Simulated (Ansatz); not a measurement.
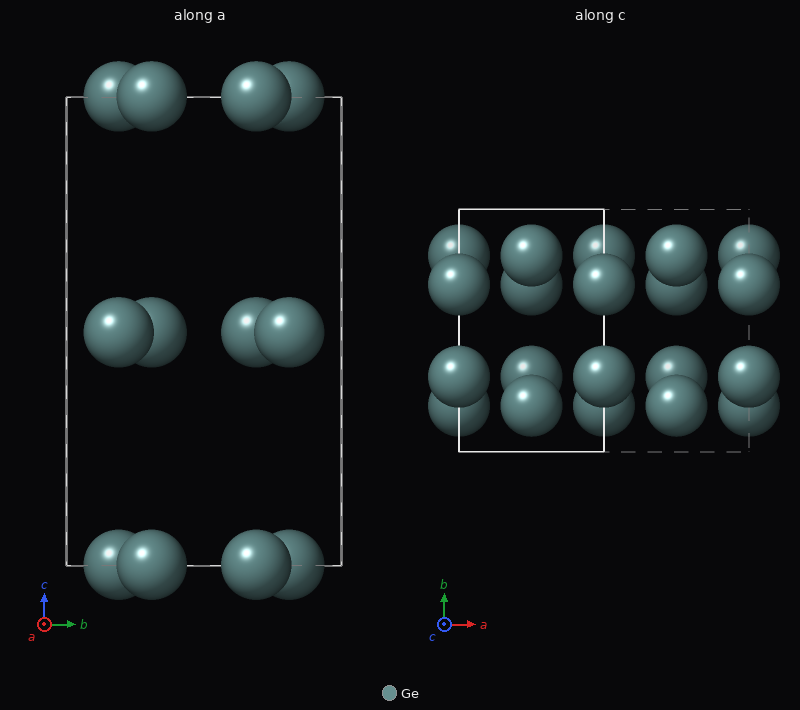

View along the a axis and along the c axis, drawn as a spheres-only model. The solid box is one drawn cell (a repeat of the simulation cell), and 2×1×1 cells are shown.

Ge, a = 3.32 Å, b = 5.55 Å, c = 9.44 Å, α = 90.00°, β = 90.00°, γ = 90.00°.

Method used: DFT PBEsol, scalar-relativistic, plane waves, PAW in Ansatz 0.2.0. It ran with a plane-wave cutoff of 420 eV, k-points about 0.16 Å⁻¹ apart, Gaussian smearing of 0.1 eV, no spin polarisation.

What is the electronic character?

A metal: bands cross the Fermi level.

What pressure does the calculation give for this cell?

The computed pressure is 98.5 GPa (compressed: it would expand). The stress isn't hydrostatic: its largest component is 211.4 GPa.

The model was built from a structure listed in the Materials Project, with elements exchanged, so it need not be a known form of the compound. The cell was then strained or its atoms displaced on purpose. It went into a calculation with Ansatz.

At this level of theory the cell isn't at rest (compressed, at 98 GPa and forces up to 9.7 eV/Å), so its distances can differ from those at equilibrium, the more so the softer the solid.
